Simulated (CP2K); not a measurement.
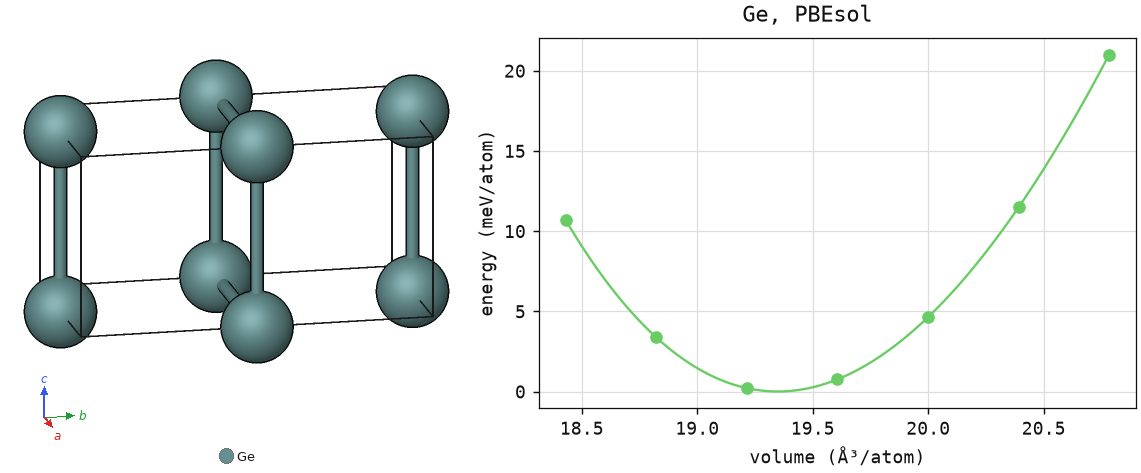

Plotted: energy against volume for Ge, space group Cmmm (No. 65). The conventional cell is drawn beside the plot.

The given structure:
```
CELL_PARAMETERS angstrom
2.95207 0.00000 0.00000
-1.62959 2.46153 0.00000
0.00000 0.00000 2.69823
ATOMIC_POSITIONS crystal
Ge 0.50000 0.50000 0.00000
```

Method: DFT in Gaussian orbitals with a plane-wave density, no spin polarisation; energies at scaled volumes of the given cell, shape and fractions fixed, counted from the fit's minimum, third-order Birch-Murnaghan fit (CP2K 2026.2). Level: PBEsol.

k mesh 11×11×10; occupations Fermi–Dirac; smearing width 0.05 eV; potentials GTH PBE with UZH TZVP basis; density cutoff 6123 eV; program settings ngrids 5, basis sets Ge TZVP-MOLOPT-PBE-GTH-q4, cutoff ry 450 Ry, rel cutoff ry 60 Ry.

From this curve and the settings, what does the calculation give for the pressure at the same points?

The pressure falls from 3.90 GPa at volume 18.43 Å³/atom to −4.39 GPa at 20.78 Å³/atom, and changes sign near 19.35 Å³/atom.

| volume (Å³/atom) | pressure (GPa) |
| --- | --- |
| 18.43 | 3.90 |
| 18.82 | 2.11 |
| 19.21 | 0.51 |
| 19.61 | −0.93 |
| 20.00 | −2.21 |
| 20.39 | −3.37 |
| 20.78 | −4.39 |

Keep in mind: shape and atomic fractions are frozen while scaling, which makes layered, chain and framework solids too stiff.
